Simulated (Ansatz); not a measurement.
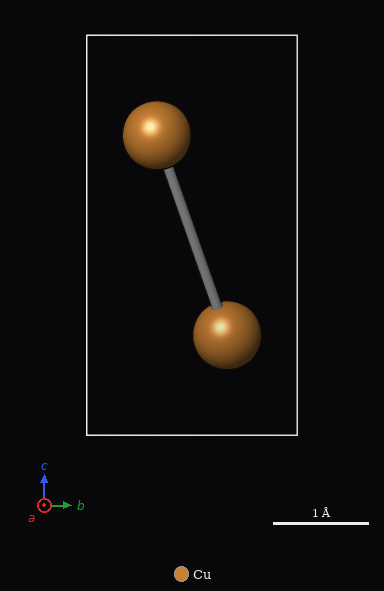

Phonons of solid Cu (a generated structure), space group P6₃/mmc (No. 194), at the zone centre. Style: ball-and-stick. Shown: the cell of the calculation, along the a axis.

Computed with Ansatz 0.2.0, DFT PBE, scalar-relativistic, plane waves, PAW. (plane-wave cutoff 420 eV; k-point mesh 24 × 24 × 14; occupations fermi dirac; smearing width 0.15 eV; no spin polarisation)

The frequencies depend somewhat on the k-mesh and the smearing.

Which optical modes does it have, at what frequencies, and is it stable there?

Answer. The calculation's cell holds 2 atoms, so there are 3 optical modes, in 2 levels. The optical modes span E₂g + B₁g. No level is unstable.

```
level  symmetry  frequency (cm⁻¹)      activity
    1       E₂g               104  Raman-active
    2       B₁g               239        silent
```

The modes drawn as arrows (one member of each degenerate set):

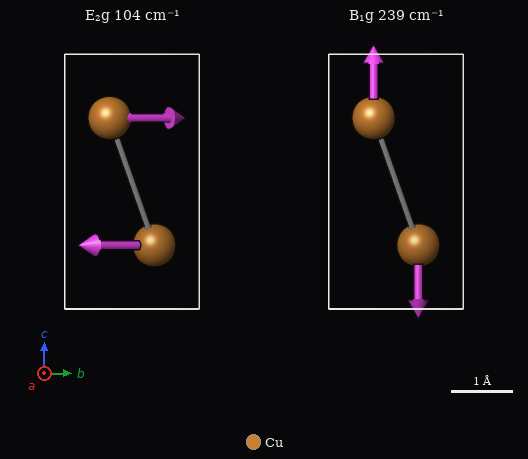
